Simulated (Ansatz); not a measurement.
**Sn8S15 (charge +2): geometry relaxation (part 3 of 3)**

Sn8S15 (defect cell, 23 atoms in the cell, total charge +2); DFT PBE+D3(BJ), scalar-relativistic, plane waves, PAW, no spin polarisation (Ansatz 0.2.0); cutoff 420 eV, 2×2×2 k-mesh, Gaussian smearing of 0.01 eV. The structure derives from a Materials Project entry. It belongs to a series of runs on one base structure; here: S vacancy (site b), charge +2, atoms relaxed at the host's cell.

Geometry of the input (Å; fractional positions):
```
-3.6685  6.3540  0.0000
-3.6685  -6.3540  0.0000
0.0000  0.0000  11.6527
Sn 0.1952  0.3592  0.6071
Sn 0.6571  0.3585  0.6100
Sn 0.1705  0.8420  0.6296
Sn 0.6740  0.8409  0.6464
Sn 0.8294  0.1602  0.1254
Sn 0.3295  0.1603  0.1226
Sn 0.8290  0.6596  0.1244
Sn 0.3292  0.6596  0.1244
S  0.3411  0.1833  0.7499
S  0.8435  0.6438  0.7574
S  0.2996  0.6434  0.7570
S  0.1648  0.3262  0.2509
S  0.6600  0.3262  0.2510
S  0.1631  0.8276  0.2505
S  0.6641  0.8297  0.2504
S  0.4969  0.4952  0.9976
S  -0.0061  0.4891  0.9993
S  0.4962  0.9926  0.9965
S  -0.0051  0.9926  0.9966
S  0.5061  0.0129  0.5054
S  0.0060  0.0126  0.5052
S  0.5215  0.5429  0.4909
S  0.0013  0.5032  0.4952
```

Output, continued
```
  k-point 7: bands = ["-15.5978", "-15.5249", "-15.5153", "-15.5092", "-15.4811", "-15.4745", "-15.4505", "-15.4469", "-15.4296", "-15.4287", "-15.4254", "-15.4056", "-15.3807", "-15.3666", "-15.3594", "-15.2249", "-15.2222", "-15.1642", "-15.1636", "-15.1597", "-14.1614", "-14.1600", "-14.1535", "-14.1510", "-14.1112", "-14.1087", "-14.0930", "-14.0919", "-14.0718", "-14.0709", "-14.0670", "-14.0656", "-14.0498", "-14.0477", "-14.0470", "-14.0464", "-14.0436", "-14.0424", "-14.0206", "-14.0204", "-7.5899", "-7.2106", "-6.3949", "-6.3681", "-6.2686", "-6.1796", "-5.9908", "-5.7692", "-5.6298", "-5.1277", "-5.1268", "-4.7087", "-4.7008", "-4.3708", "-4.3681", "-1.1473", "-1.0354", "-0.2599", "0.0289", "0.1175", "0.1237", "1.1598", "1.1943", "1.5198", "1.8180", "2.0759", "2.2893", "2.3740", "2.6809", "2.8248", "2.8280", "3.0550", "3.1123", "3.3508", "3.3704", "3.3971", "3.5716", "3.7295", "3.7601", "3.8739", "4.0397", "4.2042", "4.2987", "4.4153", "4.4925", "4.6134", "4.9585", "5.0011", "5.0611", "5.1489", "5.2930", "5.4120", "5.6106", "5.7499", "5.9686", "6.0164", "6.1489", "6.2293", "6.4853", "6.4907", "7.2182", "7.4390", "7.8344", "7.9490", "8.6729", "9.1371", "9.1666", "9.2193", "9.2932", "10.1296", "10.4024", "10.5895", "10.8274", "11.3879", "11.4976", "11.5539", "11.6534", "11.7173", "11.7883", "11.8925", "12.2037", "12.3362", "12.3541"]
--- Relaxed structure (5 steps of the walk, 5 accepted, 0 SCFs on fresh bases) ---
  F+E_penalty+E_count = -61752.36709129 eV   max|allowed force component| = 5.797e-3 eV/Å
  atoms:
    - { symbol: Sn, position: [0.19196466682991536, 0.34879445561265515, 0.6170881507203135] }
    - { symbol: Sn, position: [0.6553512603511696, 0.34873874353141615, 0.6170367312018744] }
    - { symbol: Sn, position: [0.16752510422385658, 0.8365295685700126, 0.6355649798340522] }
    - { symbol: Sn, position: [0.6551829053565937, 0.8117951180798593, 0.6174342259013471] }
    - { symbol: Sn, position: [0.8325874429330922, 0.1661893656256409, 0.1231992230940204] }
    - { symbol: Sn, position: [0.33285567795704085, 0.16676916023202032, 0.12435107801914849] }
    - { symbol: Sn, position: [0.8320732201976337, 0.6659027614558513, 0.12434831369867864] }
    - { symbol: Sn, position: [0.33278906320375645, 0.6659159939413284, 0.12434007747836422] }
    - { symbol: S, position: [0.33762767606557664, 0.17643039352254458, 0.7561918592692908] }
    - { symbol: S, position: [0.8272808213961266, 0.665937356148701, 0.7563972658929746] }
    - { symbol: S, position: [0.33717535138926014, 0.6658861357170376, 0.7564189875560455] }
    - { symbol: S, position: [0.16484644108235358, 0.3323614989294404, 0.25017511351769234] }
    - { symbol: S, position: [0.6664219475739239, 0.33229692487038864, 0.2501573896713149] }
    - { symbol: S, position: [0.16592608686488097, 0.8328564429562115, 0.2524041958717956] }
    - { symbol: S, position: [0.6665567310786451, 0.8341388854502675, 0.2501353318736272] }
    - { symbol: S, position: [0.49928647796169645, 0.4996581127896152, 0.9980073797675809] }
    - { symbol: S, position: [-0.00036099848237541865, 0.5003161777244579, 0.9970231505769124] }
    - { symbol: S, position: [0.49837484788916725, 0.9990826255052317, 0.9970968004675026] }
    - { symbol: S, position: [-0.00031045655632139235, 0.9991072202796365, 0.9971005384502339] }
    - { symbol: S, position: [0.5080627908225817, 0.006516071705044979, 0.5059527565579804] }
    - { symbol: S, position: [-0.0029600671884594926, 0.006645677293158464, 0.5059854871049713] }
    - { symbol: S, position: [0.5009008594071003, 0.5032694039568429, 0.4816918386239259] }
    - { symbol: S, position: [-0.002482845057215216, 0.4965176942026365, 0.5056824759503515] }
```

Trajectory as extended XYZ (Å, eV, eV/Å), 4 of the 5 frames kept, from step=1 to step=5
```
23
Lattice="-3.6685 6.3540 0.0000 -3.6685 -6.3540 0.0000 0.0000 0.0000 11.6527" Properties=species:S:1:pos:R:3:forces:R:3 step=1 energy=-61752.03427
Sn   -2.0335   -1.0420    7.0749   -0.0289   0.1740   0.0830
Sn   -3.7257    1.8971    7.1081    0.1494   0.2451  -0.1622
Sn   -3.7144   -4.2664    7.3369   -0.1254   0.0939   0.0096
Sn   -5.5576   -1.0605    7.5323    0.5917   0.0510  -0.5495
Sn   -3.6303    4.2516    1.4614    0.1162   0.0661   0.0446
Sn   -1.7968    1.0748    1.4283   -0.0488  -0.0279  -0.0320
Sn   -5.4607    1.0765    1.4496    0.0440  -0.1573  -0.0042
Sn   -3.6274   -2.0997    1.4498   -0.1142   0.1167  -0.0069
S    -1.9236    1.0028    8.7383    0.0521  -0.0657  -0.0253
S    -5.4563    1.2685    8.8252   -0.1382  -0.5424   0.2188
S    -3.4596   -2.1845    8.8208   -0.5339   0.2151   0.1295
S    -1.8013   -1.0259    2.9240    0.0214  -0.0437   0.0069
S    -3.6180    2.1213    2.9245   -0.0280   0.0402   0.0052
S    -3.6345   -4.2226    2.9195    0.0161   0.0083   0.1379
S    -5.4798   -1.0521    2.9175    0.0245   0.0157   0.0118
S    -3.6396    0.0108   11.6252    0.0021   0.0011  -0.0485
S    -1.7717   -3.1467   11.6445   -0.0907  -0.0519  -0.0878
S    -5.4614   -3.1539   11.6123    0.0312  -0.0102  -0.0097
S    -3.6225   -6.3395   11.6127    0.0042   0.0330  -0.0115
S    -1.9038    3.1337    5.8893   -0.1823   0.4080   0.2054
S    -0.0683   -0.0419    5.8866    0.3028  -0.2988   0.1064
S    -3.9050   -0.1360    5.7204   -0.1481  -0.1260  -0.0948
S    -1.8507   -3.1893    5.7708    0.0822  -0.1445   0.0725
23
Lattice="-3.6685 6.3540 0.0000 -3.6685 -6.3540 0.0000 0.0000 0.0000 11.6527" Properties=species:S:1:pos:R:3:forces:R:3 step=2 energy=-61752.25754
Sn   -2.0595   -1.0286    7.0947    0.4741  -0.0023   0.0729
Sn   -3.7200    1.8981    7.1075   -0.1401   0.2696   0.2291
Sn   -3.7424   -4.2540    7.3566    0.2383  -0.2281   0.0829
Sn   -5.4134   -1.0373    7.4033   -0.3155   0.2284  -0.0564
Sn   -3.6173    4.2593    1.4562   -0.1400  -0.0604  -0.1133
Sn   -1.8028    1.0716    1.4290    0.0790   0.0265   0.0781
Sn   -5.4584    1.0553    1.4524   -0.0919   0.2013  -0.0097
Sn   -3.6445   -2.0868    1.4526    0.1456  -0.1681   0.0066
S    -1.9273    0.9926    8.7528   -0.0307   0.0345  -0.1021
S    -5.4765    1.1456    8.8294   -0.0454  -0.2246  -0.0479
S    -3.5715   -2.1327    8.8490   -0.2324  -0.0088  -0.0365
S    -1.7966   -1.0374    2.9212   -0.0128   0.0596  -0.0528
S    -3.6261    2.1313    2.9213    0.0489  -0.0401  -0.0493
S    -3.6313   -4.2208    2.9360   -0.0425  -0.0214  -0.0624
S    -5.4800   -1.0518    2.9362    0.0270   0.0126  -0.0637
S    -3.6391    0.0113   11.6090   -0.0096  -0.0012   0.1068
S    -1.7899   -3.1571   11.6474   -0.0060  -0.0065  -0.0397
S    -5.4549   -3.1597   11.6065   -0.0537   0.0347   0.0862
S    -3.6251   -6.3306   11.6065    0.0076  -0.0601   0.0926
S    -1.9386    3.2172    5.9219    0.0401   0.0152  -0.0246
S    -0.0154   -0.1002    5.9379   -0.0084  -0.0773   0.0473
S    -3.8617   -0.1073    5.6376    0.1993   0.0365  -0.2190
S    -1.8506   -3.2019    5.8078   -0.1305  -0.0199   0.0743
23
Lattice="-3.6685 6.3540 0.0000 -3.6685 -6.3540 0.0000 0.0000 0.0000 11.6527" Properties=species:S:1:pos:R:3:forces:R:3 step=4 energy=-61752.36514
Sn   -1.9985   -1.0076    7.1894    0.0110  -0.0050  -0.0041
Sn   -3.6953    1.9374    7.1871   -0.0070  -0.0009   0.0210
Sn   -3.6960   -4.2591    7.4018    0.0306   0.0114  -0.0070
Sn   -5.3955   -1.0055    7.2035   -0.0161   0.0152   0.0011
Sn   -3.6519    4.2432    1.4411   -0.0127  -0.0029  -0.0420
Sn   -1.8234    1.0628    1.4440    0.0300   0.0114   0.0202
Sn   -5.4825    1.0634    1.4491   -0.0292   0.0144  -0.0009
Sn   -3.6529   -2.1065    1.4487    0.0026  -0.0282   0.0099
S    -1.8912    1.0160    8.8065   -0.0254   0.0042   0.0192
S    -5.4872    1.0215    8.8139   -0.0041   0.0053   0.0002
S    -3.6868   -2.0947    8.8158   -0.0027  -0.0293  -0.0036
S    -1.8134   -1.0552    2.9167   -0.0156   0.0145  -0.0101
S    -3.6528    2.1304    2.9154    0.0093  -0.0197   0.0016
S    -3.6524   -4.2295    2.9395   -0.0144  -0.0045  -0.0107
S    -5.4966   -1.0571    2.9177    0.0208   0.0056  -0.0087
S    -3.6543    0.0056   11.6246   -0.0054  -0.0028   0.0247
S    -1.8221   -3.1722   11.6204    0.0091   0.0031  -0.0036
S    -5.4815   -3.1719   11.6183   -0.0165   0.0005   0.0091
S    -3.6511   -6.3422   11.6185   -0.0083  -0.0123   0.0094
S    -1.9056    3.1814    5.8979    0.0341  -0.0012  -0.0108
S    -0.0294   -0.0744    5.9017    0.0340   0.0115  -0.0261
S    -3.7039   -0.0294    5.6157    0.0234   0.0079  -0.0149
S    -1.8184   -3.1801    5.8858   -0.0475   0.0018   0.0262
23
Lattice="-3.6685 6.3540 0.0000 -3.6685 -6.3540 0.0000 0.0000 0.0000 11.6527" Properties=species:S:1:pos:R:3:forces:R:3 step=5 energy=-61752.36709
Sn   -1.9838   -0.9965    7.1907    0.0003   0.0030  -0.0009
Sn   -3.6835    1.9482    7.1901    0.0012  -0.0002  -0.0012
Sn   -3.6834   -4.2509    7.4060    0.0032   0.0030   0.0048
Sn   -5.3816   -0.9951    7.1948    0.0036   0.0009  -0.0003
Sn   -3.6640    4.2343    1.4356   -0.0002  -0.0007  -0.0028
Sn   -1.8329    1.0553    1.4490   -0.0009  -0.0004  -0.0014
Sn   -5.4953    1.0559    1.4490   -0.0004  -0.0023   0.0004
Sn   -3.6638   -2.1167    1.4489   -0.0025   0.0009   0.0009
S    -1.8858    1.0243    8.8117    0.0034  -0.0004  -0.0002
S    -5.4779    1.0252    8.8141   -0.0013   0.0002  -0.0035
S    -3.6797   -2.0886    8.8143   -0.0010  -0.0011  -0.0036
S    -1.8240   -1.0644    2.9152   -0.0006  -0.0005   0.0017
S    -3.6638    2.1230    2.9150   -0.0025  -0.0012   0.0029
S    -3.6640   -4.2377    2.9412   -0.0006  -0.0017  -0.0033
S    -5.5053   -1.0648    2.9147   -0.0005   0.0002   0.0024
S    -3.6646   -0.0024   11.6295   -0.0002   0.0009   0.0021
S    -1.8341   -3.1813   11.6180    0.0003  -0.0009   0.0009
S    -5.4934   -3.1815   11.6189   -0.0027  -0.0029  -0.0016
S    -3.6641   -6.3503   11.6189   -0.0029  -0.0004  -0.0014
S    -1.8877    3.1868    5.8957   -0.0033   0.0011  -0.0002
S    -0.0135   -0.0610    5.8961   -0.0003  -0.0026  -0.0002
S    -3.6838   -0.0150    5.6130    0.0019   0.0008   0.0036
S    -1.8124   -3.1707    5.8926    0.0058   0.0041   0.0011
```

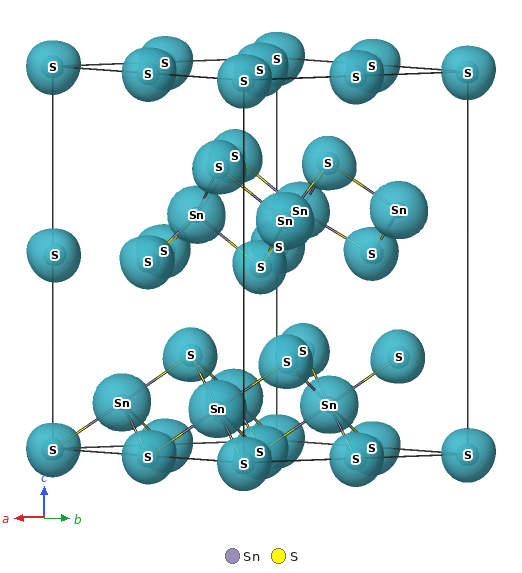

**Figure 1.** Isosurface of the valence pseudo-density at 0.8 e/Å³ (cyan), seen at an oblique angle. Sticks mark near contacts. The outline is the calculation cell. At this value the density breaks into separate islands; it holds about 55 % of the electrons treated as valence (semicore included). It is pinched off along the Sn–S (2.52 Å), Sn–S (2.58 Å) and Sn–S (2.64 Å) contacts. On the grid the lowest density along these lines, outside the cores, is 0.48 e/Å³ (Sn–S, 2.52 Å), 0.43 e/Å³ (Sn–S, 2.58 Å) and 0.39 e/Å³ (Sn–S, 2.64 Å). The fields are those of the smooth PAW valence density.

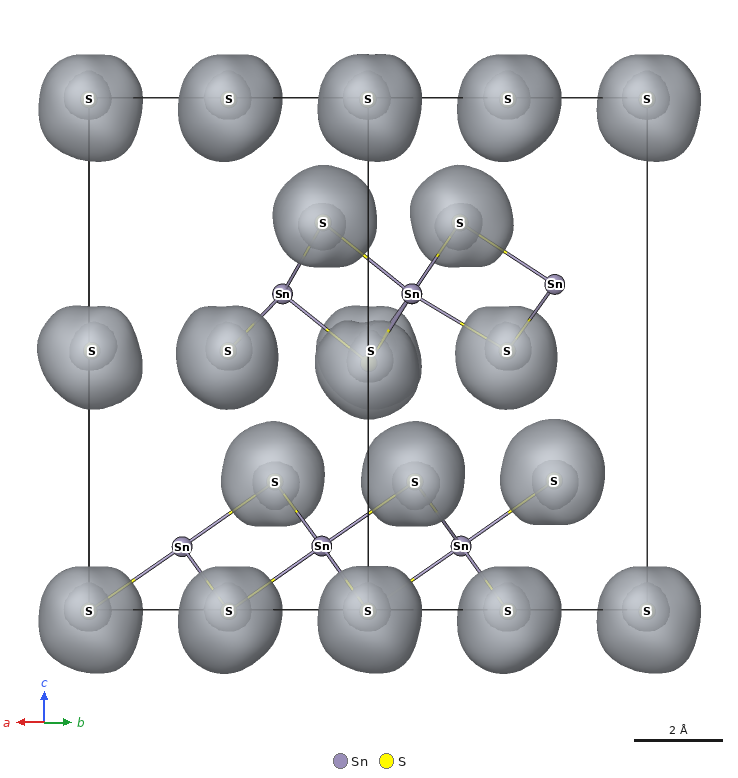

**Figure 2.** Isosurface of the ELF at 0.7 (grey), seen along [110]. Only the valence region is drawn (cores and ρ < 0.01 e/Å³ removed). Sticks mark near contacts. The outline is the calculation cell. Along the contacts the grid gives the following. Sn–S (2.52 Å): the ELF is about 0.55 at the midpoint. Sn–S (2.58 Å): the ELF is about 0.55 at the midpoint.

Results in brief

| quantity | value |
| --- | --- |
| outcome | converged |
| electrons treated | 200 |
| free energy | −61752.3671 eV |
| Fermi energy | 6.540 eV |
| gap on the k-point mesh | 0.06 eV |
| final volume | 543.24 Å³ |
| largest force (length of the vector) at the end | 0.007 eV/Å |
| hardware | 4 threads of Arm Neoverse V2, 24 GiB of memory available, shared host |
| wall time | 52 s (CPU time 3.4 min) |
| peak memory | 1.8 GiB |

The cell is charged and computed with a neutralising background, so its energy and pressure depend on the cell and aren't those of a real crystal. So coarse a mesh can miss the band edges, so the true gap of this method can be much smaller, or zero. The k-point mesh is coarse for a cell of this size, so the results may not be converged.
